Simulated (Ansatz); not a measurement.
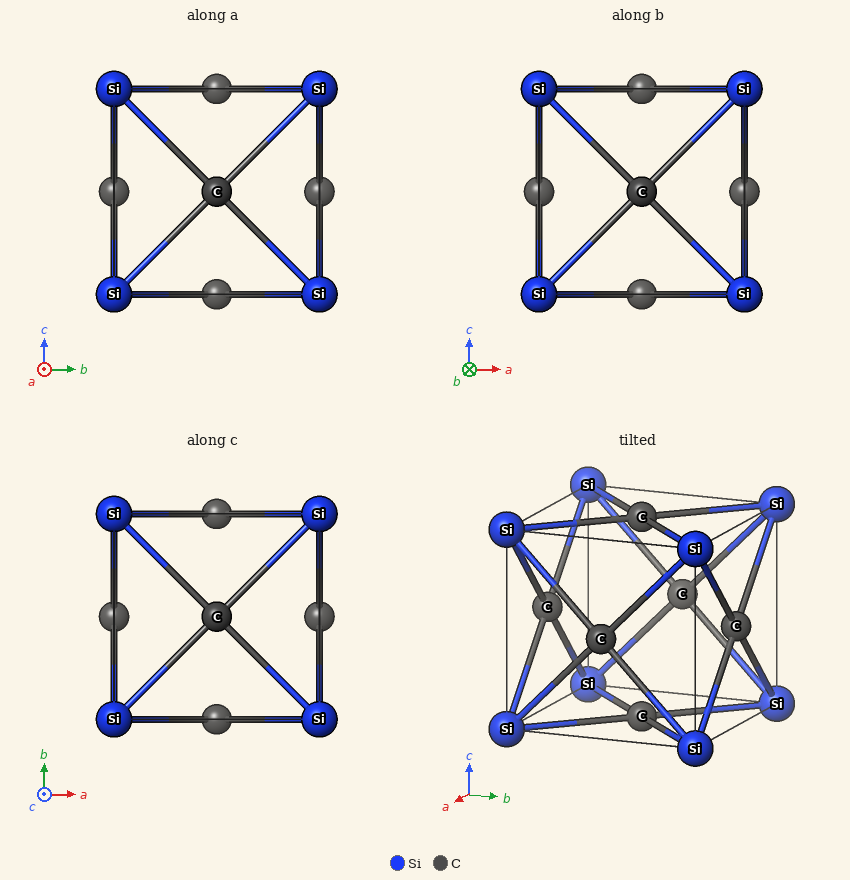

A ball-and-stick picture of a crystal structure, seen along the a axis, along the b axis, along the c axis and slightly off an axis. One conventional unit cell is outlined, and atoms on its boundary appear in each equivalent place.

Lattice parameters: a = 3.2123 Å, b = 3.2123 Å, c = 3.2123 Å, α = 90.000°, β = 90.000°, γ = 90.000°.

Q: Set out the cell and atoms as a CIF in P1 with every atom of the cell.

A:
```cif
data_structure
_symmetry_space_group_name_H-M 'P 1'
_symmetry_Int_Tables_number 1
_cell_length_a 3.2123
_cell_length_b 3.2123
_cell_length_c 3.2123
_cell_angle_alpha 90.000
_cell_angle_beta 90.000
_cell_angle_gamma 90.000
_cell_volume 33.15
loop_
_atom_site_label
_atom_site_type_symbol
_atom_site_fract_x
_atom_site_fract_y
_atom_site_fract_z
_atom_site_occupancy
Si1 Si 0.0000 0.0000 0.0000 1
C1 C 0.5000 0.0000 0.5000 1
C2 C 0.0000 0.5000 0.5000 1
C3 C 0.5000 0.5000 0.0000 1
```

Provenance: a structure type filled with these elements by a generator (whether the compound takes this form wasn't checked). Earlier steps of the study may have refined or changed the cell and positions. It went into a calculation with Ansatz.
